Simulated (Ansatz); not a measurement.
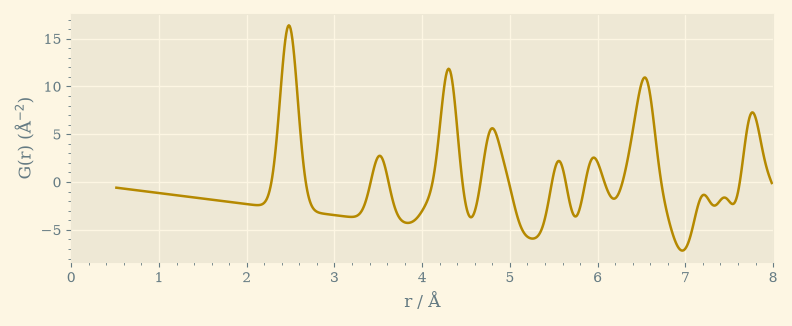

Computed X-ray G(r), with each pair weighted by the product of the atomic numbers (X-ray weights at Q = 0) and a uniform peak width σ = 0.10 Å. No termination ripples are included.

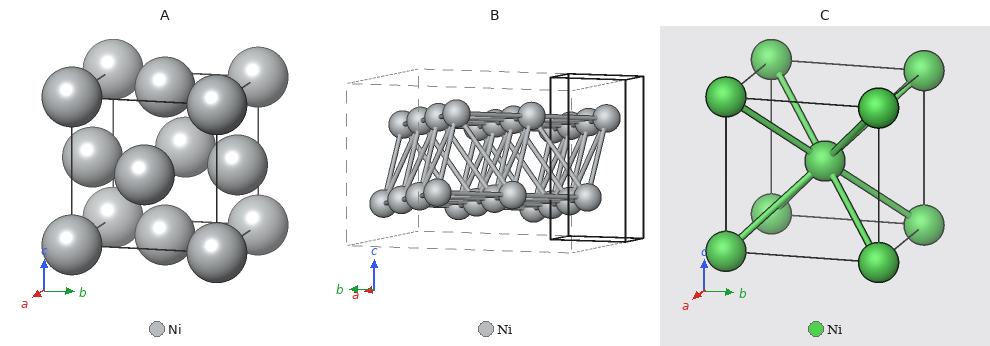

Candidate polymorphs:

A. Ni, a = 3.577 Å, b = 3.577 Å, c = 3.577 Å, α = 90.00°, β = 90.00°, γ = 90.00°, Fm-3m

B. Ni, a = 2.482 Å, b = 2.482 Å, c = 4.083 Å, α = 90.00°, β = 90.00°, γ = 120.00°, P6_3/mmc

C. Ni, a = 2.754 Å, b = 2.754 Å, c = 2.754 Å, α = 90.00°, β = 90.00°, γ = 90.00°, Im-3m

Origins: A, the input geometry of an electronic-structure calculation (not necessarily at equilibrium); B, the end point of a relaxation with DFT, PBE, plane waves (420 eV) with PAW, scalar-relativistic (Ansatz 0.2.0); the starting structure was generated, so it need not be a known form of this composition; C, coordinates from a relaxation with Ansatz, DFT, r2SCAN, plane waves (500 eV) with PAW, scalar-relativistic; the starting structure was generated, so it need not be a known form of this composition.

From which structure was the curve computed?

Candidate B, Ni, P6_3/mmc (first clear peaks at 2.48 Å (Ni–Ni) and 3.52 Å (Ni–Ni)). The others: C would give first clear peaks at 2.38 Å (Ni–Ni) and 2.75 Å (Ni–Ni); A would give first clear peaks at 2.53 Å (Ni–Ni) and 3.58 Å (Ni–Ni).
